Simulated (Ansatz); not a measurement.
# Energy of Cu along a strain of the cell

System: Cu (P6₃/mmc, 2 atoms in the cell).
Method: DFT LDA, scalar-relativistic, plane waves, PAW, no spin polarisation (Ansatz 0.2.0).

The 6 runs differ only in the geometry, by a strain of the cell at fixed fractional positions. Against run 3, the strain is εxx = 0.98 η, εyy = 0.98 η and εzz = η. The structure derives from a Materials Project entry.

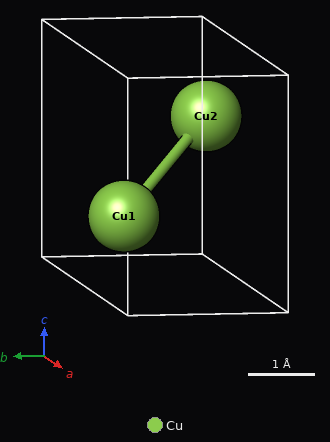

Figure 1. The structure of run 3 (ball-and-stick view of the cell of the calculation, seen at an oblique angle; atoms are numbered from 1 in the order of the input).

## Input of run 3
```yaml
crystal:
  lattice:
    - [2.4644896815, 0.0, 0.0]
    - [-1.2322448408, 2.1343106716, 0.0]
    - [0.0, 0.0, 4.0424245063]
  atoms:
    - { symbol: Cu, position: [0.3333333333, 0.6666666667, 0.25] }
    - { symbol: Cu, position: [0.6666666667, 0.3333333333, 0.75] }
basis:
  ecutwfc: 420
kpoints:
  mp_grid: { grid: [18, 18, 10] }
hamiltonian:
  xc: lda
scf:
  occupations: { method: fermi_dirac, width: 0.15 }
output:
  eigenvalues: true
phonons:
  method: dfpt
  eigenvectors: true
```

Command:
```bash
ansatz run input.yaml --threads 1 --pin off --max-ram 3072MiB --backend cpu --events-out ev --progress --plain --runs-dir out
```

Run 2 differs from it as follows:
```diff
-    - [2.4644896815, 0.0, 0.0]
-    - [-1.2322448408, 2.1343106716, 0.0]
-    - [0.0, 0.0, 4.0424245063]
+    - [2.4428851239, 0.0, 0.0]
+    - [-1.221442562, 2.1156005758, 0.0]
+    - [0.0, 0.0, 4.0063332158]
```

## Results, with one run withheld

```tsv
run	strain parameter η (%)	free energy per atom, from the lowest run given (meV)
1	−2.2681	60.69
2	−0.8914	?
3	0.0000	4.11
4	0.1653	2.65
5	0.8493	0.00
6	1.5243	2.45
```

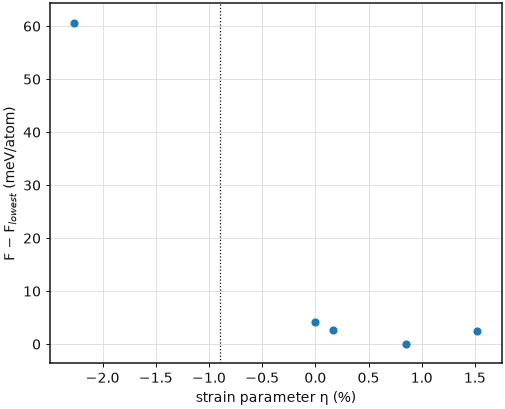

Figure 2. Free energy per atom of the runs given; the dotted line marks run 2.

What should run 2 give?

A cubic polynomial in the coordinate, fitted to the 5 runs given, misses them by under 0.01 meV per atom. With x = η − 0.0542, it reads F = 3.5953 − 9.2034 x + 6.0767 x² − 0.23552 x³ (meV per atom). At run 2 it gives 17.93 meV per atom, and the run itself gives 17.90. The fit has its minimum at η = 0.8481 %.

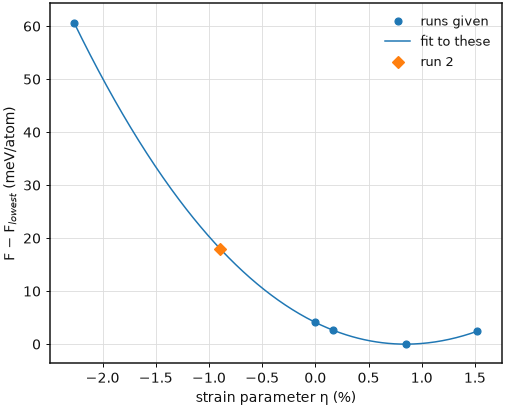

Figure 3. The fit and the withheld run.

## Output, shortened to warnings, some set-up lines, iterations and results (run 2)
```
Basis set: ecut = 420 eV, 391 PW (Γ), exchange–correlation on 36×36×60 points (8 copies of the dense FFT grid, shifted against one another)
Symmetry: 24 space group operations
k-points: 546 of 3240 (irreducible under 4 space group operations, time reversal used)
Initial density: superposition of atomic densities (neutral atoms: chi_scale 0, normalization atom), corrected by the library's trained network
[...]
SCF iter   1: F=—  HF=-13111.425667 eV  |F-HF|=—  |Δ(HF+E_count)|=         —  Δρ=2.53e-2  dr2=5.86e-2  ethr=1.77e-3  ⟨swp⟩=5.2  Hψ=46706  notcnv=0
SCF iter   2: F=—  HF=-13111.410829 eV  |F-HF|=—  |Δ(HF+E_count)|=   1.48e-2  Δρ=5.12e-3  dr2=2.01e-3  ethr=1.54e-4  ⟨swp⟩=2.1  Hψ=23240  notcnv=0  defer=2
SCF iter   3: F=—  HF=-13111.410389 eV  |F-HF|=—  |Δ(HF+E_count)|=   4.39e-4  Δρ=1.80e-3  dr2=2.19e-4  ethr=5.30e-6  ⟨swp⟩=1.1  Hψ=12637  notcnv=0  defer=2
SCF iter   4: F=—  HF=-13111.410303 eV  |F-HF|=—  |Δ(HF+E_count)|=   8.65e-5  Δρ=1.15e-4  dr2=1.09e-6  ethr=5.77e-7  ⟨swp⟩=2.0  Hψ=18698  notcnv=0  defer=2
SCF iter   5: F=—  HF=-13111.410300 eV  |F-HF|=—  |Δ(HF+E_count)|=   2.27e-6  Δρ=5.87e-6  dr2=2.97e-9  ethr=2.86e-9  ⟨swp⟩=2.2  Hψ=21259  notcnv=0  defer=2
SCF iter   6: F=—  HF=-13111.410300 eV  |F-HF|=—  |Δ(HF+E_count)|=  7.42e-10  Δρ=5.29e-7  dr2=1.43e-11  ethr=7.82e-12  ⟨swp⟩=2.0  Hψ=22901  notcnv=0  defer=2
SCF iter   7: F=-13111.410300 eV  HF=-13111.410300 eV  |F-HF|=1.82e-12  |Δ(HF+E_count)|=  1.09e-11  Δρ=1.80e-8  dr2=2.95e-14  ethr=1.00e-12  ⟨swp⟩=5.3  Hψ=55967  notcnv=0
SCF 1 converged in 7 iterations: F = -13111.410300 eV  dr2 = 2.95e-14
DFPT response loops at Γ: preconditioner auto → Kerker (q_TF=auto, 3.019 Å⁻¹) (partly filled bands, converged f_vac=0.000); β = 1.00, the filter's whole step (`scf.mixing.beta` (0.50) is not read by the response loops under this deck's `scf.mixing.preconditioner`; to damp them name `kerker` or …
SCF converged after 7 iterations
Free energy (F): -13111.410300 eV
Harris-Foulkes:  -13111.410300 eV  (|F-HF|=1.82e-12)
Internal energy: -13111.363142 eV  (E = F + TS)
E sigma→0 (E₀):  -13111.386721 eV
Entropy (-TS):   -0.047158 eV (-23.579 meV/atom)
Fermi energy:    19.348211 eV
--- Per-component energies (eV) ---
  E_band       = -627.750097
  E_kinetic    = 604.773456
  E_local      = -7614.680920  (includes V_loc(G=0)·N_el)
  E_nonlocal   = 786.085911
  E_hartree    = 3364.640583
  E_xc         = -180.897608
  E_vxc        = -234.656544  (∫ρ·V_xc dr)
  E_paw        = -3183.601795  (= ΣΔE_a)
  E_vpaw       = -898.553600  (= ΣTr[D̂ρ^β])
  E_aug_tail   = 0.000444  (compensation charges beyond the density's cutoff)
  E_ewald      = -6888.582533
  E_core_change = 0.899320  (= ΣΔE_core)
  E_smearing   = -0.047158  (= −TS)
  E_closure    = -0.000000  (closes the sum)
  Σ components = -13111.410300   (vs F -13111.410300, Δ=0.00e0)
--- Phonons (Γ-DFPT): 2 representative perturbations + reference, on 546 of 3240 k-points (Σ response iterations 7) ---
  k mesh reduced under 4 symmetry operations, with k and −k counted as one. Each operation leaves every solved displacement unchanged or reverses it
  ASR residual: 2.062e-4 → 0.000e0 eV/Å²; symmetrization residual: 1.646e-9 eV/Å²
  ASR residual per site (eV/Å²): 2.06e-4 2.06e-4
  Γ frequencies (cm⁻¹): 0.00 0.00 0.00 125.36 125.36 305.09
  non-analytic LO–TO correction: not included (Born effective charges unavailable; polar crystals: no LO–TO splitting at Γ)
```

Notes: Results for this metal are sensitive to the k-point mesh.
